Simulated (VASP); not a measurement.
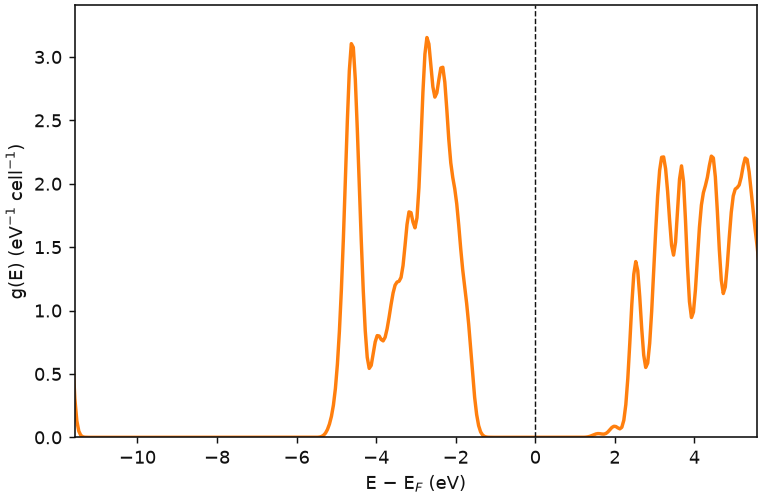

Density of states. Energies are counted from the Fermi level, put mid-gap where there is a gap. The curve is built from the levels of the k mesh with Gaussians 0.3 eV wide, which also blur the band edges.

System: MgTe, space group F-43m, 2 atoms in the cell, zincblende type.

Method: DFT, HSE06, plane waves, PAW, 6×6×6 k mesh, Gaussian smearing of 0.01 eV (VASP).

**Metal or insulator, going by the density of states?**

There is a gap; over the k points computed it is 3.16 eV (direct among those points).

**How wide is the upper valence band?**

The upper group of valence states starts about 3.5 eV under the valence-band top (which lies at −1.6 eV on this axis), with a gap beneath it; it holds about 6 electrons a cell.

Spin-orbit coupling is left out, which matters for Te.
